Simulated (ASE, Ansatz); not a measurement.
# Random cubic perovskite alloy of BaHfO3 and BaTiO3 (135 atoms): atom by atom

This is the geometry as built. Method: Kohn-Sham DFT, RPBE, PAW (set soft_2), plane waves (Ansatz 0.2.0); cutoff 420 eV, Γ point, fixed occupations.

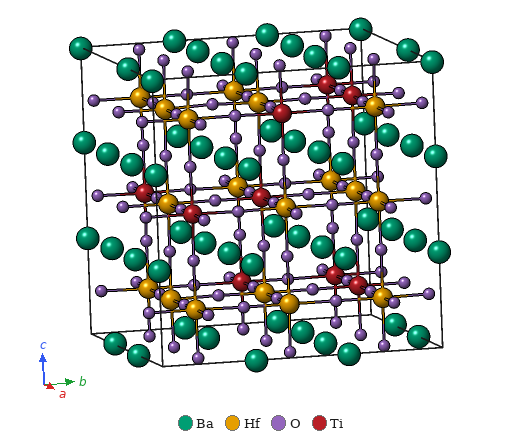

The structure (barium teal, hafnium orange, oxygen purple, titanium red). Some periodic images of atoms are drawn too.

Extended XYZ; positions in Å, forces in eV/Å, q the Löwdin charge in e:

```xyz
135
Lattice="12.340 0.000 0.000 0.000 12.340 0.000 0.000 0.000 12.340" Properties=species:S:1:pos:R:3:charge:R:1:forces:R:3 pbc="T T T"
Ba 0.018 12.334 12.289 1.81 0.155 -0.172 0.175
Hf 2.049 2.077 2.044 1.14 0.221 -0.239 0.018
O 2.032 2.051 12.336 -0.87 0.001 -0.108 -0.144
O 0.013 2.075 2.087 -0.86 -0.547 -0.069 0.008
O 2.025 0.004 2.075 -0.88 0.128 -2.084 -0.062
Ba 12.331 0.006 4.108 1.80 0.128 0.147 0.373
Ti 2.072 2.059 6.158 1.29 -0.700 0.028 0.200
O 2.057 2.061 4.100 -0.89 0.180 -0.072 2.037
O 0.022 2.048 6.175 -0.92 0.056 0.096 0.040
O 2.045 12.339 6.181 -0.89 0.211 1.658 -0.057
Ba 12.311 0.011 8.226 1.80 0.330 0.150 -0.311
Hf 2.048 2.024 10.273 1.16 0.261 0.270 -0.125
O 2.081 2.066 8.221 -0.88 -0.079 -0.110 -1.613
O 12.290 2.063 10.282 -0.86 1.294 -0.115 -0.104
O 2.036 12.321 10.278 -0.88 0.090 -1.669 0.057
Ba 12.339 4.132 12.324 1.81 -0.085 0.132 0.100
Ti 2.065 6.189 2.060 1.29 -0.344 0.287 -0.429
O 2.058 6.173 0.024 -0.89 0.192 -0.072 1.220
O 0.044 6.167 2.012 -0.89 1.314 0.077 0.257
O 2.065 4.084 2.060 -0.89 0.107 2.200 0.024
Ba 0.005 4.105 4.107 1.80 0.092 -0.110 0.124
Hf 2.062 6.162 6.150 1.16 0.165 0.028 0.124
O 2.058 6.178 4.089 -0.88 -0.060 -0.076 -1.134
O 12.337 6.125 6.179 -0.87 -0.145 0.275 0.062
O 2.019 4.090 6.177 -0.88 0.242 -1.129 -0.078
Ba 12.313 4.135 8.225 1.80 0.181 -0.514 -0.088
Hf 2.034 6.160 10.272 1.15 0.936 -0.066 0.506
O 2.082 6.156 8.239 -0.87 -0.034 0.147 -0.580
O 0.043 6.174 10.275 -0.88 -2.508 0.150 -0.060
O 2.043 4.082 10.270 -0.87 0.076 0.639 0.089
Ba 12.333 8.218 12.318 1.80 0.328 -0.006 0.169
Ti 2.026 10.312 2.060 1.29 0.045 0.039 -0.175
O 2.036 10.271 0.034 -0.91 0.102 0.125 0.041
O 12.325 10.278 2.072 -0.86 2.188 0.044 -0.135
O 2.081 8.217 2.050 -0.90 -0.061 -0.006 0.140
Ba 12.337 8.207 4.107 1.81 0.203 0.189 -0.345
Hf 2.053 10.288 6.150 1.14 -0.140 0.270 0.279
O 2.020 10.278 4.100 -0.88 0.115 0.013 -1.699
O 0.002 10.279 6.165 -0.87 -0.015 -0.130 0.142
O 2.061 8.249 6.165 -0.87 -0.144 -0.916 0.033
Ba 12.323 8.250 8.191 1.81 0.330 0.079 0.425
Ti 2.065 10.265 10.275 1.29 -0.187 0.013 -0.364
O 2.050 10.248 8.228 -0.88 0.107 0.075 1.696
O 0.007 10.330 10.266 -0.90 1.496 -0.305 0.036
O 2.067 8.269 10.301 -0.87 -0.083 1.282 -0.044
Ba 4.145 12.337 0.051 1.79 -0.141 -0.421 -0.257
Hf 6.176 2.020 2.047 1.16 0.233 0.451 0.049
O 6.166 2.075 12.338 -0.88 0.094 -0.208 -0.092
O 4.117 2.055 2.043 -0.88 0.145 -0.153 0.053
O 6.199 12.297 2.093 -0.88 -0.031 -0.953 -0.186
Ba 4.102 0.027 4.145 1.80 -0.151 -0.214 -0.382
Hf 6.182 2.050 6.167 1.15 -0.247 0.848 -0.223
O 6.177 2.037 4.117 -0.87 -0.067 0.020 0.091
O 4.100 2.071 6.184 -0.89 -1.266 -0.055 -0.107
O 6.173 0.049 6.167 -0.86 0.095 -1.441 0.073
Ba 4.128 12.324 8.213 1.80 -0.427 0.031 0.299
Hf 6.204 2.049 10.243 1.16 -0.818 0.579 0.985
O 6.160 2.018 8.235 -0.86 0.118 0.249 -0.610
O 4.118 2.048 10.286 -0.88 -0.028 0.032 0.009
O 6.164 0.019 10.250 -0.87 0.217 -2.078 0.168
Ba 4.114 4.111 0.015 1.81 -0.068 0.086 -0.099
Hf 6.136 6.148 2.059 1.14 0.685 0.464 -0.358
O 6.185 6.139 0.007 -0.88 -0.108 0.171 -0.325
O 4.119 6.171 2.089 -0.88 -2.064 -0.069 -0.131
O 6.177 4.108 2.090 -0.87 -0.090 -0.384 -0.001
Ba 4.113 4.104 4.107 1.80 -0.067 0.103 0.022
Ti 6.181 6.155 6.163 1.30 -0.194 0.069 -0.172
O 6.169 6.181 4.088 -0.88 0.092 -0.016 2.543
O 4.122 6.161 6.153 -0.89 1.484 0.025 0.028
O 6.154 4.121 6.171 -0.88 0.163 1.696 0.016
Ba 4.101 4.124 8.223 1.81 -0.100 -0.165 -0.104
Hf 6.166 6.181 10.250 1.14 -0.280 0.306 0.640
O 6.165 6.156 8.189 -0.88 0.084 0.015 -1.602
O 4.129 6.218 10.274 -0.88 -0.504 -0.120 -0.007
O 6.183 4.152 10.316 -0.88 0.012 -0.871 -0.330
Ba 4.127 8.268 12.329 1.79 -0.063 0.149 0.193
Ti 6.178 10.278 2.097 1.28 -0.076 -0.365 -0.049
O 6.204 10.297 12.320 -0.93 -0.032 0.133 -0.367
O 4.150 10.306 2.087 -0.92 -0.300 0.045 -0.108
O 6.170 8.260 2.071 -0.89 0.028 1.319 -0.106
Ba 4.101 8.247 4.110 1.79 0.145 -0.049 -0.350
Hf 6.208 10.299 6.176 1.17 -0.671 -0.476 -0.229
O 6.192 10.284 4.076 -0.86 0.103 0.082 -0.325
O 4.115 10.252 6.140 -0.88 0.763 0.226 0.067
O 6.203 8.224 6.178 -0.89 -0.030 -1.069 0.010
Ba 4.120 8.210 8.212 1.80 0.059 0.214 0.177
Ti 6.173 10.321 10.278 1.29 -0.285 -0.508 0.587
O 6.170 10.294 8.268 -0.88 0.136 0.105 0.563
O 4.134 10.305 10.280 -0.90 -0.096 0.029 0.040
O 6.174 8.236 10.285 -0.90 0.037 1.821 -0.101
Ba 8.231 12.325 0.001 1.81 -0.195 -0.128 0.124
Hf 10.304 2.055 2.082 1.18 -0.370 0.581 -0.439
O 10.301 2.085 12.332 -0.87 -0.072 -0.196 0.703
O 8.243 2.073 2.055 -0.87 0.035 -0.059 0.090
O 10.270 0.001 2.074 -0.86 0.097 0.442 -0.089
Ba 8.246 12.331 4.143 1.81 0.110 0.111 -0.317
Ti 10.245 2.088 6.189 1.29 0.523 -0.343 -0.156
O 10.282 2.043 4.188 -0.88 0.000 0.118 0.650
O 8.249 2.078 6.156 -0.87 1.195 -0.036 0.260
O 10.284 0.015 6.188 -0.91 -0.153 1.372 0.086
Ba 8.217 0.007 8.226 1.81 0.279 0.066 0.085
Hf 10.290 2.038 10.277 1.14 -0.246 0.406 0.294
O 10.284 2.046 8.227 -0.89 -0.124 0.087 -1.866
O 8.237 2.042 10.255 -0.87 -0.277 0.046 0.004
O 10.294 0.001 10.299 -0.87 -0.185 -0.476 -0.090
Ba 8.205 4.138 12.295 1.81 0.259 0.043 0.264
Hf 10.278 6.185 2.050 1.15 -0.100 0.011 -0.198
O 10.287 6.136 12.323 -0.89 0.028 0.250 -1.890
O 8.214 6.162 2.064 -0.88 0.352 0.163 -0.022
O 10.303 4.172 2.048 -0.87 0.046 -1.409 0.220
Ba 8.235 4.137 4.129 1.81 -0.066 -0.029 -0.160
Hf 10.282 6.184 6.205 1.15 -0.083 -0.295 -0.911
O 10.281 6.170 4.102 -0.88 0.098 0.070 0.810
O 8.213 6.185 6.175 -0.88 -1.351 -0.184 0.032
O 10.261 4.090 6.169 -0.88 -0.016 -1.010 0.180
Ba 8.216 4.133 8.226 1.80 0.152 0.015 -0.015
Ti 10.276 6.176 10.256 1.30 -0.295 -0.169 0.743
O 10.286 6.157 8.259 -0.87 -0.028 0.003 1.321
O 8.207 6.195 10.298 -0.88 2.417 -0.067 -0.260
O 10.300 4.100 10.295 -0.90 -0.169 2.222 -0.257
Ba 8.227 8.227 12.325 1.80 -0.327 0.040 0.078
Hf 10.296 10.302 2.046 1.15 -0.506 -0.424 0.243
O 10.268 10.285 12.318 -0.87 0.052 -0.008 0.281
O 8.226 10.290 2.092 -0.89 -1.311 -0.042 -0.120
O 10.317 8.234 2.055 -0.88 -0.051 0.191 -0.042
Ba 8.254 8.235 4.132 1.81 -0.371 -0.133 -0.400
Hf 10.274 10.287 6.194 1.14 1.237 0.726 -0.802
O 10.322 10.296 4.117 -0.89 -0.168 -0.090 -0.002
O 8.287 10.279 6.187 -0.85 -1.844 0.126 -0.072
O 10.252 8.238 6.182 -0.87 0.186 -0.614 0.071
Ba 8.227 8.256 8.214 1.80 -0.307 -0.266 0.341
Hf 10.265 10.276 10.273 1.14 0.506 0.125 0.148
O 10.266 10.270 8.218 -0.86 0.121 -0.019 0.371
O 8.244 10.245 10.262 -0.88 -1.934 0.309 -0.057
O 10.275 8.202 10.273 -0.88 0.220 -1.627 -0.056
```

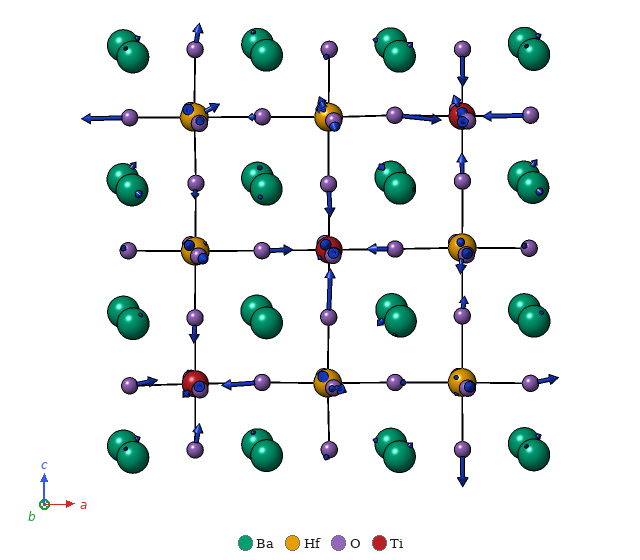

The forces as arrows, the longest 2.54 eV/Å. Drawn is a slice 4 Å thick, seen along the normal of the ac plane.

Only the Γ point is sampled, in a cell whose shortest periodic width is 12 Å. The Löwdin charges lack the electrons that the projection spills, 0.072 e an atom on average.

The r.m.s. force component is 0.612 eV/Å; the longest force, 2.54 eV/Å, acts on O68.

[Logs are printed without paths, hosts, clocks, repeated set-up lines and the standing remarks that a program may print on its own settings, such as how far it seeks lower states.]

[Hosts, paths, dates, database ids (printed as entryN), source tags and the programs' standing remarks are cut or masked in the printed files.]
